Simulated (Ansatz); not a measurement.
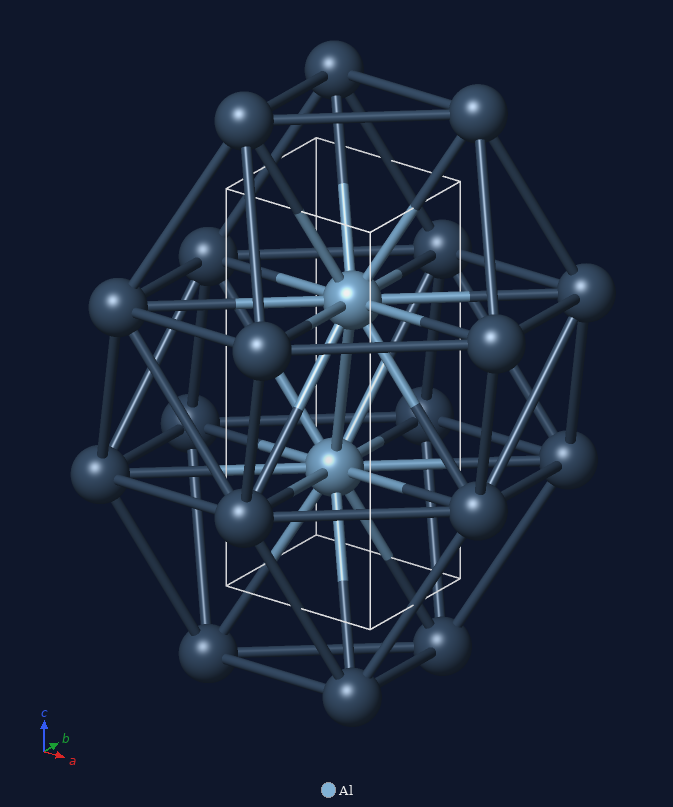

Al, hexagonal close-packed (Mg type), space group P6₃/mmc (No. 194), a = 2.812 Å, b = 2.812 Å, c = 4.867 Å, α = 90.00°, β = 90.00°, γ = 120.00°. The crystal in a ball-and-stick representation, seen slightly off an axis. The edges of the conventional unit cell are marked. Bonds that leave the box are completed with the atoms at their other ends, in fainter colours. This one geometry was run with four functionals. The cell is a structure listed in the Materials Project. This isn't the form of Al at room conditions, which is fcc.

Alike in all runs: Ansatz 0.2.0; potentials Ansatz PAW; cutoff 420 eV; k mesh 6 × 6 × 3 on the run's cell of 2 atoms; occupations fermi-dirac, width 0.05 eV; no spin polarisation; no spin-orbit coupling. All runs are metallic.

| level | pressure (GPa) |
| --- | --- |
| LDA | -1.4 |
| PBE0 | 1.0 |
| HSE06 | 1.3 |
| PBEsol | ? |

What does PBEsol give?

Answer. Pressure 0.4 GPa. That is between LDA and PBE0 in pressure.

Order the levels by the equilibrium volume that these pressures point to, smallest first.

Answer. LDA (-1.4 GPa), PBEsol (0.4 GPa), PBE0 (1.0 GPa), HSE06 (1.3 GPa). A higher pressure at one volume points to a larger equilibrium volume, as long as the bulk moduli are alike; rows a few tenths of a GPa apart can't be told apart.

Notes on single rows: LDA, PBE0, HSE06 and PBEsol: the k mesh is coarse (spacing up to 0.43 Å⁻¹), so the values aren't converged; PBE0 and HSE06: the k mesh is coarse (spacing up to 0.43 Å⁻¹), so the values aren't converged, least of all with exact exchange.

Caveat: rows whose functional differs from that of their potentials carry a shift in pressure and volume, which can reorder them.
